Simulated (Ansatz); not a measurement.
## Electronic structure of Li in real space

```
Li
1.0
     0.00000    2.08861   -2.08861
     4.17722    0.00000    0.00000
     0.00000   -2.08861   -2.08861
Li
2
Cartesian
  2.0886 0.4371 -1.6515
  0.0000 -1.4814 -1.4814
```

Space group Pmmn.

Theory: Ansatz 0.2.0, DFT PBE+D3(BJ), scalar-relativistic, plane waves, PAW.

Core electrons are frozen (PAW), and the valence fields are smoothed inside the atomic spheres.

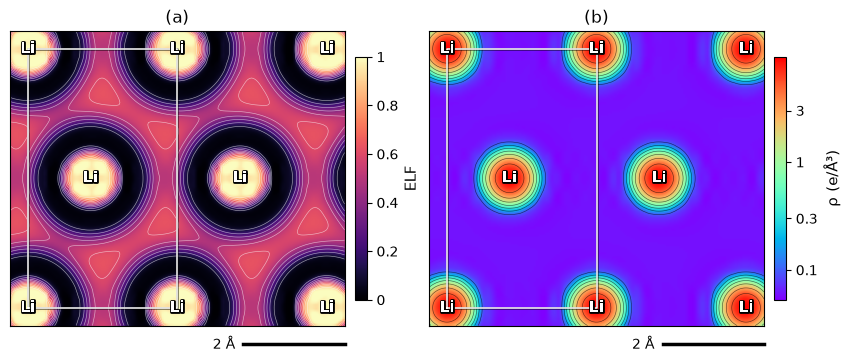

Figure 1. (a) electron localisation function; (b) valence electron density on the (11̄0) plane of the conventional cell.

**What does the map show?**

The plane passes through Li nuclei.
Li–Li (2.84 Å): the density is about 0.06 e/Å³ at the midpoint; the ELF is about 0.50 at the midpoint.
Li–Li (2.95 Å): ρ is about 0.06 e/Å³ halfway; the ELF reaches about 0.50 near the midpoint.
Li–Li (3.08 Å): ρ at the midpoint is about 0.06 e/Å³; the ELF reaches about 0.60 near the midpoint.
Between the atoms the lowest density in this plane is 0.05 e/Å³.
The features right at Li lie inside the PAW spheres, where the map follows smoothed inner orbitals and isn't to be read closely.

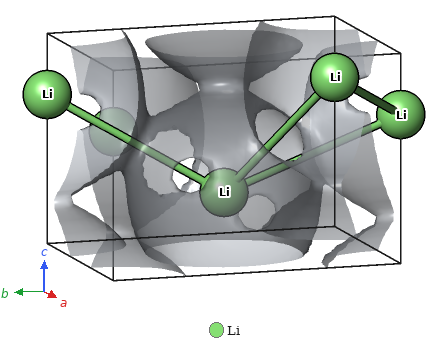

Figure 2. Isosurface of the electron localisation function at 0.55 (grey), seen at an oblique angle. Core shells and regions of very low density are left out. Sticks mark near contacts.

**Describe the localisation domains.**

The ELF exceeds this value in one network that runs through the whole crystal, counted in one cell of 2 atoms. Regions shared between cells count once. There are no localised bonds or lone pairs at this value.

**Metal or insulator at this level of theory?**

It is gapless in this calculation (a metal or semimetal).
